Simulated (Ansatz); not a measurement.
```yaml
crystal:
  lattice:
    - [3.04847, 0.00000, 0.00000]
    - [-1.52424, 2.64005, 0.00000]
    - [0.00000, 0.00000, 9.20745]
  atoms:
    - { symbol: Sc, position: [0.66667, 0.33333, 0.00000] }
    - { symbol: Al, position: [0.33333, 0.66667, 0.74011] }
    - { symbol: Al, position: [0.33333, 0.66667, 0.25989] }
    - { symbol: Al, position: [0.66667, 0.33333, 0.50000] }
```

Space group P-6m2; a structure generated by program, which may or may not match a known phase.

Theory: Ansatz 0.2.0, DFT PBE, scalar-relativistic, plane waves, PAW.

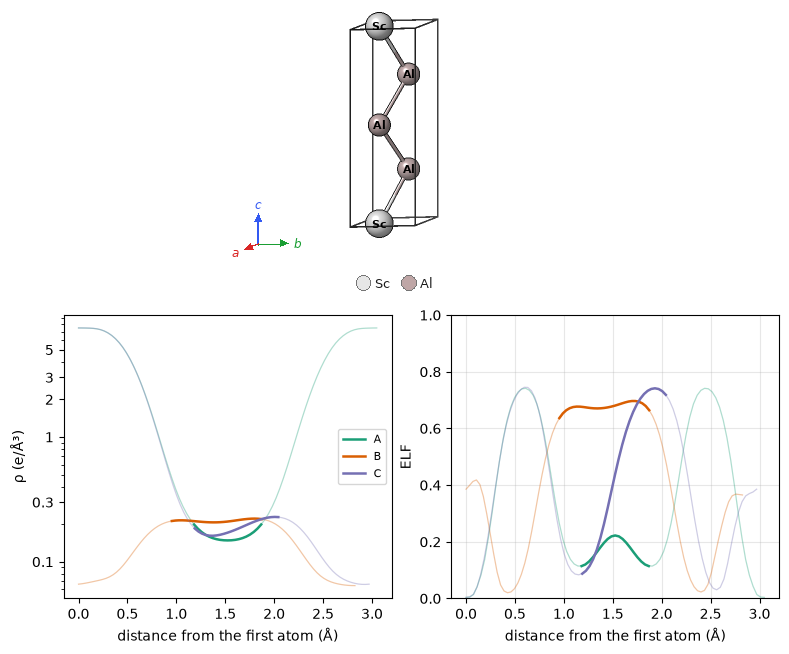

ScAl3. Valence pseudo-density and ELF along straight lines between neighbouring atoms. Thin, pale parts lie inside the atomic spheres. The structure is drawn too.

The density is the valence pseudo-density of a PAW calculation; it isn't the true density close to the nuclei.

Which curve belongs to which contact (Al–Al, Sc–Al and Sc–Sc)? The first atom named is at distance zero.

Answer. Curve A: Sc–Sc (3.05 Å): ρ is about 0.15 e/Å³ halfway; the ELF is about 0.20 at the midpoint: no localised pair shows between them. Curve B: Al–Al (2.83 Å): ρ is about 0.21 e/Å³ halfway; the ELF peaks at about 0.70 between the atoms. Curve C: Sc–Al (2.97 Å): ρ is about 0.17 e/Å³ halfway; the ELF peaks at about 0.75 in the valence shell of Al, 1.0 Å from its nucleus, and is about 0.40 at the midpoint.
